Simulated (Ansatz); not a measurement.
Take the following structure.

```yaml
crystal:
  lattice:
    - [3.22511, 0.00000, 0.00000]
    - [0.00000, 3.22511, 0.00000]
    - [0.19351, 0.00000, 3.22511]
  atoms:
    - { symbol: Ag, position: [0.00000, 0.00000, 0.00000] }
    - { symbol: Ag, position: [0.50000, 0.50000, 0.50000] }
```

Question: Interpret the file: composition, symmetry and coordination.

Answer: The element is silver. Strictly the space group is Fmmm (No. 69, within 0.01 Å). It is a distorted form of a body-centred cubic structure, space group Im-3m (No. 229) within 0.25 Å: body-centred cubic (W type). The cell holds two atoms. Each Ag has eight Ag in a cubic arrangement at 2.74 to 2.85 Å. The bonds build a three-dimensional framework.

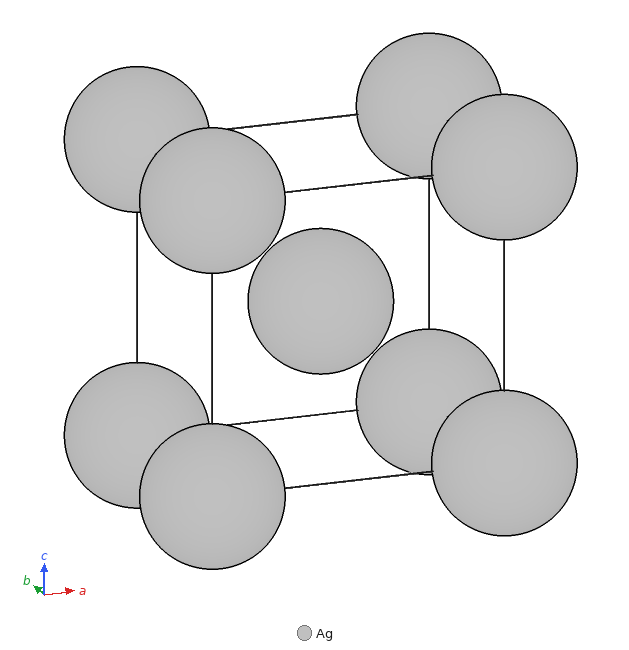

Drawn in the spheres-only manner and seen slightly off an axis. Thin lines show the unit cell, with boundary atoms drawn in all their periodic places. Colours: silver light grey.

The starting point was a structure listed in the Materials Project. The cell was then strained or its atoms displaced on purpose. It went into a calculation with Ansatz.
